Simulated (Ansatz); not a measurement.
**What a change does: single-point calculation on FeCo3**

System: FeCo3 (4 atoms in the cell).
Method of run 1: DFT r2SCAN, scalar-relativistic, plane waves, PAW, spin-polarised (Ansatz 0.2.0).

The structure derives from a Materials Project entry. Text and figures count atoms from 1; the logs count them from 0 in places.

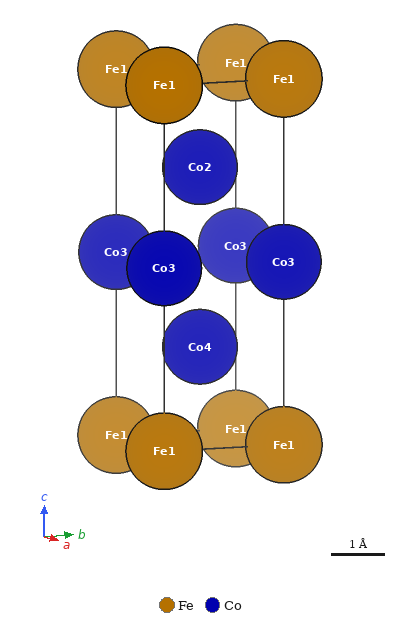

The structure as given in the input (spheres-only view of the cell of the calculation, seen slightly off an axis; atoms are numbered from 1 in the order of the input). An atom can appear more than once, as a periodic image.

Input file, run 1:
```yaml
crystal:
  lattice:
    - [2.46601, 0.0, 0.0]
    - [0.0, 2.46601, 0.0]
    - [0.0, 0.0, 7.063459]
  atoms:
    - { symbol: Fe, position: [0.0, 0.0, 0.0], spin: 3.1 }
    - { symbol: Co, position: [0.5, 0.5, 0.745404], spin: 2.09 }
    - { symbol: Co, position: [0.0, 0.0, 0.5], spin: 2.12 }
    - { symbol: Co, position: [0.5, 0.5, 0.254596], spin: 2.09 }
basis:
  ecutwfc: 200
kpoints:
  mp_grid: { grid: [16, 16, 6] }
hamiltonian:
  xc: r2scan
scf:
  occupations: { method: gaussian, width: 0.1 }
output:
  forces: true
  stress: true
  eigenvalues: true
  populations: true
magnetization:
  spin_polarized: true
```

Launched with:
```bash
ansatz run input.yaml --threads 1 --pin off --max-ram 2560MiB --backend cpu --events-out ev --progress --plain --runs-dir out
```

Hardware: 1 thread of Arm Neoverse V1, 24 GiB of memory available, shared host.

Output, shortened to warnings, some set-up lines, iterations and results (run 1):
```
Warning: basis.ecutwfc = 200 eV is below the records' recommended 500 eV, and the density's cutoff is lower with it unless basis.ecutrho_ratio is high enough to keep the records' density cutoff: compare with a run at a higher cutoff
Basis set: ecut = 200 eV, 273 PW (Γ), exchange–correlation on 48×48×144 points (64 copies of the dense FFT grid, shifted against one another)
Symmetry: 16 space group operations
k-points: 180 of 1536
Initial density: superposition of atomic densities (chi_scale 0.1, normalization cell)
[...]
SCF iter   1: F=—  HF=-19813.649565 eV  |F-HF|=—  |Δ(HF+E_count)|=         —  Δρ=2.49e-1 (↑2.20e-1 ↓2.49e-1)  dr2=3.86e1  dr2_τ=1.43e0  dr2_m=1.92e-1  M=8.856 μB ∫|m|=9.258 …
SCF iter   2: F=—  HF=-19791.305811 eV  |F-HF|=—  |Δ(HF+E_count)|=    2.23e1  Δρ=8.18e-2 (↑5.26e-2 ↓8.18e-2)  dr2=2.32e0  dr2_τ=6.85e-1  dr2_m=2.04e-1  M=8.813 μB ∫|m|=9.558 …
SCF iter   3: F=—  HF=-19792.135429 eV  |F-HF|=—  |Δ(HF+E_count)|=   8.30e-1  Δρ=4.83e-2 (↑2.79e-2 ↓4.83e-2)  dr2=2.62e0  dr2_τ=2.07e-2  dr2_m=8.96e-2  M=8.495 μB ∫|m|=9.360 …
SCF iter   4: F=—  HF=-19793.848183 eV  |F-HF|=—  |Δ(HF+E_count)|=    1.71e0  Δρ=4.17e-2 (↑3.08e-2 ↓4.17e-2)  dr2=2.52e0  dr2_τ=1.37e-2  dr2_m=3.49e-2  M=8.393 μB ∫|m|=9.253 …
SCF iter   5: F=—  HF=-19797.222712 eV  |F-HF|=—  |Δ(HF+E_count)|=    3.37e0  Δρ=2.38e-2 (↑2.32e-2 ↓2.38e-2)  dr2=1.16e0  dr2_τ=1.12e-2  dr2_m=5.17e-3  M=8.138 μB ∫|m|=8.987 …
[... 26 lines ...]
SCF 1 converged in 31 iterations: F = -19798.268947 eV  dr2 = 1.78e-8
SCF iter   1: F=—  HF=-19798.268947 eV  |F-HF|=—  |Δ(HF+E_count)|=         —  Δρ=6.96e-6 (↑2.15e-6 ↓6.96e-6)  dr2=1.78e-8  dr2_τ=2.13e-10  dr2_m=4.02e-9  M=7.793 μB …
SCF iter   2: F=—  HF=-19798.268947 eV  |F-HF|=—  |Δ(HF+E_count)|=   2.38e-7  Δρ=8.43e-5 (↑1.23e-5 ↓8.43e-5)  dr2=7.39e-6  dr2_τ=2.13e-8  dr2_m=5.19e-7  M=7.793 μB ∫|m|=8.577 …
SCF iter   3: F=—  HF=-19798.268946 eV  |F-HF|=—  |Δ(HF+E_count)|=   4.50e-7  Δρ=6.54e-5 (↑2.58e-5 ↓6.54e-5)  dr2=5.53e-7  dr2_τ=1.57e-8  dr2_m=8.00e-7  M=7.793 μB ∫|m|=8.577 …
SCF iter   4: F=—  HF=-19798.268947 eV  |F-HF|=—  |Δ(HF+E_count)|=   2.14e-7  Δρ=1.52e-5 (↑6.75e-6 ↓1.52e-5)  dr2=1.34e-7  dr2_τ=1.57e-9  dr2_m=9.05e-9  M=7.793 μB ∫|m|=8.577 …
this state was not tested for a lower state beside it, because the mixer in use, unlike msr1, does not test its closes by its own steps (another_mixer; see scf.mixing.algorithm and scf.lower_state_search)
SCF converged after 31 iterations
Magnetization: 7.7934 μB (37.3967 up, 29.6033 down)
Absolute magnetization: 8.5759 μB (∫|ρ↑−ρ↓|, with the PAW one-centre terms)
Spin contamination: 0.2418 ħ² per cell (⟨S²⟩ above its minimum at these occupations)
Per-site moments (μB) at R_I (Å): [(3.09261939232831, 1.0172291249999998), (1.6710361768519524, 1.014220151917746), (1.6954644500286455, 1.014220151917746), (1.671036176851952, 1.014220151917746)]
Free energy (F): -19798.268947 eV
Harris-Foulkes:  -19798.268947 eV  (|F-HF|=9.07e-9)
Internal energy: -19798.244516 eV  (E = F + TS)
E sigma→0 (E₀):  -19798.256731 eV
Entropy (-TS):   -0.024431 eV (-6.108 meV/atom)
Fermi energy:    18.105125 eV
--- Per-component energies (eV) ---
  E_band       = -1115.183018
  E_kinetic    = 1828.663568
  E_local      = -10575.873031  (includes V_loc(G=0)·N_el)
  E_nonlocal   = 1796.946708
  E_hartree    = 4462.431485
  E_xc         = -583.652082
  E_vxc        = -852.408848  (∫ρ·V_xc dr)
  E_paw        = -6159.319132  (= ΣΔE_a)
  E_vpaw       = -2291.455763  (= ΣTr[D̂ρ^β])
  E_aug_tail   = 0.036617  (compensation charges beyond the density's cutoff)
  E_vtau       = 54.053768  (kinetic-family band-sum trace: ∫τ·v_τ [+ j·A + Jᵃ·Aᵃ] dr)
  E_ewald      = -10566.303556
  E_core_change = -1.175094  (= ΣΔE_core)
  E_smearing   = -0.024431  (= −TS)
  E_closure    = -0.000000  (closes the sum)
  Σ components = -19798.268947   (vs F -19798.268947, Δ=0.00e0)
--- Forces (eV/Å), atoms counted from 1 ---
  atom   1  Fe    -0.00000000    -0.00000000     0.00000000
  atom   2  Co     0.00000000     0.00000000    -0.93088213
  atom   3  Co    -0.00000000     0.00000000     0.00000000
  atom   4  Co     0.00000000     0.00000000     0.93088213
  max |Σ_I F_I| component: 2.76e-30 eV/Å
--- Stress (GPa, compression-positive) ---
      -50.585321       0.000000       0.000000
        0.000000     -50.585321       0.000000
        0.000000       0.000000     -47.308706
  P = ⅓ Tr σ = -49.4931 GPa (-494.931 kbar)
--- Löwdin populations: 4 sites ---
  site symbol       q [e]    m [muB]
     0     Fe     15.6560     3.0107
     1     Co     16.9343     1.6264
     2     Co     16.8919     1.6469
     3     Co     16.9343     1.6264
  spilling = 0.008708 (of n_electrons = 67.000000)
```

For run 2 the input was changed thus:
```diff
-  ecutwfc: 200
+  ecutwfc: 460
```

What does this change do to the results?

The free energy of run 2 is 20560.1 meV per atom lower, which measures how much it depends on this numerical setting. The net moment of the cell goes from 7.79 to 8.11 μB. The pressure goes from −49.49 to 6.64 GPa. The largest force goes from 0.931 to 0.435 eV/Å. More plane waves can only lower the energy of a fixed Hamiltonian, so the higher cutoff gives the lower value. The lower cutoff gives the lower pressure, as an incomplete plane-wave basis does (Pulay stress). The plane waves at Γ go from 273 to 965. On the same kind of shared host run 2 took about 1.5 times as long.

Output, shortened to warnings, some set-up lines, iterations and results (run 2):
```
Warning: basis.ecutwfc = 460 eV is below the records' recommended 500 eV, and the density's cutoff is lower with it unless basis.ecutrho_ratio is high enough to keep the records' density cutoff: compare with a run at a higher cutoff
Basis set: ecut = 460 eV, 965 PW (Γ), exchange–correlation on 72×72×200 points (64 copies of the dense FFT grid, shifted against one another)
Symmetry: 16 space group operations
k-points: 180 of 1536
Initial density: superposition of atomic densities (chi_scale 0.1, normalization cell)
[...]
SCF iter   1: F=—  HF=-19878.591319 eV  |F-HF|=—  |Δ(HF+E_count)|=         —  Δρ=9.80e-2 (↑2.82e-2 ↓9.80e-2)  dr2=3.97e0  dr2_τ=3.18e-2  dr2_m=5.69e-1  M=8.698 μB ∫|m|=9.082 …
SCF iter   2: F=—  HF=-19877.970365 eV  |F-HF|=—  |Δ(HF+E_count)|=   6.21e-1  Δρ=2.75e-2 (↑9.81e-3 ↓2.75e-2)  dr2=3.62e-1  dr2_τ=3.00e-2  dr2_m=5.48e-2  M=8.520 μB ∫|m|=9.347 …
SCF iter   3: F=—  HF=-19879.010649 eV  |F-HF|=—  |Δ(HF+E_count)|=    1.04e0  Δρ=1.10e-2 (↑8.34e-3 ↓1.10e-2)  dr2=4.68e-2  dr2_τ=1.97e-3  dr2_m=2.15e-3  M=8.388 μB ∫|m|=9.414 …
SCF iter   4: F=—  HF=-19879.367403 eV  |F-HF|=—  |Δ(HF+E_count)|=         —  Δρ=2.57e-2 (↑8.73e-3 ↓2.57e-2)  dr2=2.21e-1  dr2_τ=1.34e-3  dr2_m=6.03e-2  M=8.656 μB ∫|m|=9.651 …
SCF iter   5: F=—  HF=-19880.512099 eV  |F-HF|=—  |Δ(HF+E_count)|=    1.14e0  Δρ=5.37e-2 (↑2.38e-2 ↓5.37e-2)  dr2=1.32e0  dr2_τ=4.15e-3  dr2_m=1.22e-1  M=8.200 μB ∫|m|=9.258 …
[... 24 lines ...]
SCF iter  30: F=—  HF=-19880.509443 eV  |F-HF|=—  |Δ(HF+E_count)|=   9.44e-7  Δρ=2.48e-5 (↑1.81e-5 ↓2.48e-5)  dr2=4.90e-7  dr2_τ=4.46e-9  dr2_m=5.99e-9  M=8.115 μB ∫|m|=9.102 …
SCF iter  31: F=—  HF=-19880.509443 eV  |F-HF|=—  |Δ(HF+E_count)|=   3.65e-7  Δρ=1.01e-5 (↑7.65e-6 ↓1.01e-5)  dr2=6.50e-8  dr2_τ=7.56e-10  dr2_m=1.86e-9  M=8.115 μB …
SCF iter  32: F=—  HF=-19880.509443 eV  |F-HF|=—  |Δ(HF+E_count)|=   2.31e-8  Δρ=1.39e-5 (↑6.93e-6 ↓1.39e-5)  dr2=1.84e-7  dr2_τ=1.16e-9  dr2_m=7.00e-9  M=8.115 μB ∫|m|=9.102 …
SCF iter  33: F=-19880.509443 eV  HF=-19880.509443 eV  |F-HF|=1.22e-8  |Δ(HF+E_count)|=   3.88e-8  Δρ=5.02e-6 (↑2.09e-6 ↓5.02e-6)  dr2=2.15e-8  dr2_τ=1.44e-10  dr2_m=1.24e-9  …
SCF 1 converged in 33 iterations: F = -19880.509443 eV  dr2 = 2.15e-8
this state was not tested for a lower state beside it, because the mixer in use, unlike msr1, does not test its closes by its own steps (another_mixer; see scf.mixing.algorithm and scf.lower_state_search)
SCF converged after 33 iterations
Magnetization: 8.1147 μB (37.5573 up, 29.4427 down)
Absolute magnetization: 9.1062 μB (∫|ρ↑−ρ↓|, with the PAW one-centre terms)
Spin contamination: 0.2544 ħ² per cell (⟨S²⟩ above its minimum at these occupations)
Per-site moments (μB) at R_I (Å): [(2.81488701409957, 1.0172291249999998), (1.9025725644405598, 1.014220151917746), (1.931625129296685, 1.014220151917746), (1.9025725644405602, 1.014220151917746)]
Free energy (F): -19880.509443 eV
Harris-Foulkes:  -19880.509443 eV  (|F-HF|=1.22e-8)
Internal energy: -19880.495512 eV  (E = F + TS)
E sigma→0 (E₀):  -19880.502477 eV
Entropy (-TS):   -0.013931 eV (-3.483 meV/atom)
Fermi energy:    19.416654 eV
--- Per-component energies (eV) ---
  E_band       = -1007.614298
  E_kinetic    = 1714.395455
  E_local      = -10494.911663  (includes V_loc(G=0)·N_el)
  E_nonlocal   = 1591.338930
  E_hartree    = 4414.161774
  E_xc         = -587.227461
  E_vxc        = -859.535492  (∫ρ·V_xc dr)
  E_paw        = -5950.774273  (= ΣΔE_a)
  E_vpaw       = -1843.599100  (= ΣTr[D̂ρ^β])
  E_aug_tail   = 0.000376  (compensation charges beyond the density's cutoff)
  E_vtau       = 56.370160  (kinetic-family band-sum trace: ∫τ·v_τ [+ j·A + Jᵃ·Aᵃ] dr)
  E_ewald      = -10566.303556
  E_core_change = -1.175094  (= ΣΔE_core)
  E_smearing   = -0.013931  (= −TS)
  E_closure    = -0.000000  (closes the sum)
  Σ components = -19880.509443   (vs F -19880.509443, Δ=0.00e0)
--- Forces (eV/Å), atoms counted from 1 ---
  atom   1  Fe    -0.00000000    -0.00000000     0.00000000
  atom   2  Co     0.00000000     0.00000000    -0.43541826
  atom   3  Co    -0.00000000     0.00000000     0.00000000
  atom   4  Co     0.00000000     0.00000000     0.43541826
  max |Σ_I F_I| component: 1.97e-30 eV/Å
--- Stress (GPa, compression-positive) ---
        6.210355       0.000000       0.000000
        0.000000       6.210355       0.000000
        0.000000       0.000000       7.513638
  P = ⅓ Tr σ = 6.6448 GPa (66.448 kbar)
--- Löwdin populations: 4 sites ---
  site symbol       q [e]    m [muB]
     0     Fe     15.7527     2.8546
     1     Co     16.7549     1.8810
     2     Co     16.7593     1.9005
     3     Co     16.7549     1.8810
  spilling = 0.014600 (of n_electrons = 67.000000)
```

The two runs side by side:

| quantity | run 1 | run 2 |
| --- | --- | --- |
| outcome | converged | converged |
| free energy per atom (eV) | −4949.5672 | −4970.1274 |
| energy per atom, smearing taken to zero (eV) | −4949.5642 | −4970.1256 |
| gap on the mesh (eV) | 0.00 | 0.00 |
| net moment of the cell (μB) | 7.79 | 8.11 |
| absolute moment of the cell (μB) | 8.58 | 9.11 |
| pressure (GPa) | −49.49 | 6.64 |
| largest force (eV/Å) | 0.931 | 0.435 |
| irreducible k-points | 180 | 180 |
| plane waves at Γ | 273 | 965 |
| wall time (shared host) | 3.6 min | 5.4 min |

For both runs: The electronic state found may not be the lowest one. For run 1: Warnings: the cutoff is below the recommended one; the search outside the symmetry group is no proof of a minimum; the state was not tested for a lower one. For run 2: Warnings: the cutoff is below the recommended one; the state was not tested for a lower one.
